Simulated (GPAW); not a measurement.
SiC (P6_3mc): refractive index against wavelength

The refractive index of SiC (P6_3mc) along x below the direct gap (4.08 eV on the mesh) is read from one computed spectrum, n = √(Re ε). x, y and z are the Cartesian axes of the input cell.

Cell: a, b, c = 3.076, 3.076, 5.048 Å (primitive vectors), 4 atoms.

Method: GPAW 26.7.0, PBE, RPA, k-mesh 15×15×8, local fields up to 60 eV, Lorentzian half width 0.2 eV.

Launch of the response step: `OMP_NUM_THREADS=1 python df.py`. The run took 5.7 min, its band step included, on 1 thread of Arm Neoverse N1 (shared host).

```tsv
wavelength (nm)	photon energy E (eV)	n
1310	0.946	2.5896
1064	1.165	2.5990
850	1.459	2.6151
700	1.771	2.6370
633	1.959	2.6526
532	2.331	?
450	2.755	2.7448
```

In the single-oscillator model n² − 1 = E₀E_d/(E₀² − E²), so 1/(n² − 1) = E₀/E_d − E²/(E₀E_d) is linear in E².

Working, on the rows shown:

| x = E² (eV²) | y = 1/(n² − 1) |
| --- | --- |
| 0.895757 | 0.175253 |
| 1.35784 | 0.173768 |
| 2.12762 | 0.17127 |
| 3.13716 | 0.167961 |
| 3.83641 | 0.165665 |
| 7.59115 | 0.153047 |

Means: x̄ = 3.1577, ȳ = 0.16783. Σ(x − x̄)(y − ȳ) = -0.09803, Σ(x − x̄)² = 29.53. Slope = -0.09803 / 29.53 = -0.003319; intercept = ȳ − slope · x̄ = 0.17831. Turned back into n, the line misses the rows shown by at most 0.00062.

Task: What does the fit predict for the withheld row, and how well does it do?

Result: At x = 5.4314 the line gives y = 0.16028, that is 2.6906. The run gave 2.6900, so the interpolation is off by 0.00055, 0.4 % of the range in the table.

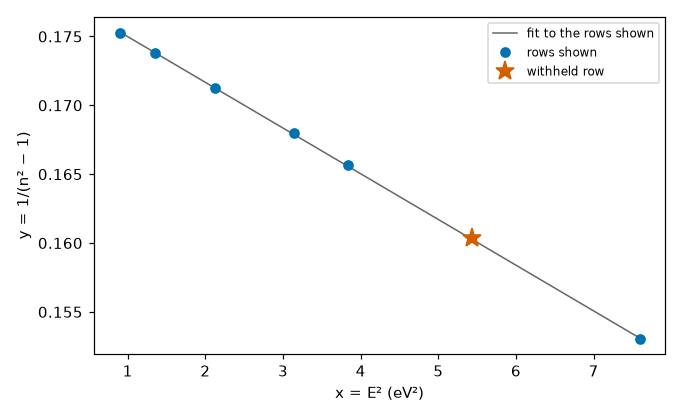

Refitted with all rows, the slope is -0.003315 and the intercept 0.1783. These give E₀ = √(intercept/−slope) = 7.33 eV and E_d = E₀/intercept = 41.1 eV; E₀ is 1.8 times the direct gap. The electronic limit at long wavelengths, without lattice vibrations, is n = √(1 + 1/intercept) = 2.571. Excitons are left out; PBE gaps are as a rule too small. The values come from a sum over the points of one k-mesh and carry its error, which grows as the direct gap shrinks.

[Logs are printed without paths, hosts, clocks, repeated set-up lines and the standing remarks that a program may print on its own settings, such as how far it seeks lower states.]
